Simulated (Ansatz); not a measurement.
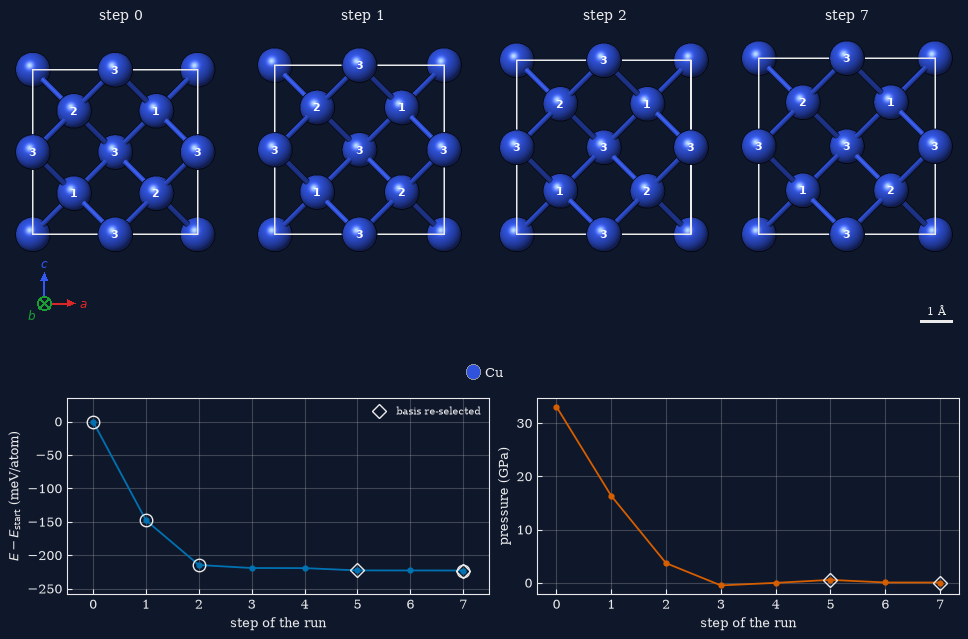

Frames of a relaxation of crystalline Cu (a generated structure, set up in Fm-3m) (coarse preliminary run), marked on the history of the run. A ball-and-stick model of the conventional cell (4 times the calculation's cell), seen along the b axis. Lengths and directions refer to the drawn axes.

All numbers below come from DFT PBE, scalar-relativistic, plane waves, PAW in Ansatz. Settings: plane-wave cutoff 420 eV; k-point mesh 6 × 6 × 6; occupations gaussian; smearing width 0.1 eV; no spin polarisation; cell and atoms relaxed; force threshold 0.04 eV/Å; at most 70 steps.

> What happens along the run?

The energy falls by 223 meV per atom in 5 accepted moves (7 points after the start). All forces vanish by symmetry, so only the cell relaxes. The pressure goes from 33.10 to 0.06 GPa. At 2 points the geometry stayed and the basis and grid were re-selected for the new cell (energy shift of 3.4 meV per atom at most each time). No atom moves by more than 0.005 Å relative to the cell. The drawn cell changes as follows: a = b = c 5.203 → 5.565 Å (+7.0 %); the volume changes by +22.4 %. Among the contacts that change: Cu1–Cu2 2.602 → 2.783 Å, Cu1–Cu3 2.253 → 2.410 Å. The space group stays Fm-3m (No. 225). The run took 11 s on 1 thread of Arm Neoverse V2, on a shared host, peak memory 0.3 GiB. From step 0 to 1: volume +8.4 %, energy −148 meV per atom. From step 1 to 2: volume +8.9 %, energy −66.8 meV per atom. From step 2 to 7: volume +3.7 %, energy −8.2 meV per atom.

| step | E − E(0), meV/atom | pressure, GPa | volume, Å³/atom | note |
| --- | --- | --- | --- | --- |
| 0 | 0.00 | 33.10 | 11.740 |  |
| 1 | -147.69 | 16.34 | 12.725 |  |
| 2 | -214.52 | 3.70 | 13.857 |  |
| 3 | -219.03 | -0.48 | 14.355 |  |
| 4 | -219.16 | 0.00 | 14.295 |  |
| 5 | -222.59 | 0.56 | 14.295 | same geometry, new basis |
| 6 | -222.69 | 0.07 | 14.366 |  |
| 7 | -222.74 | 0.06 | 14.366 | same geometry, new basis |
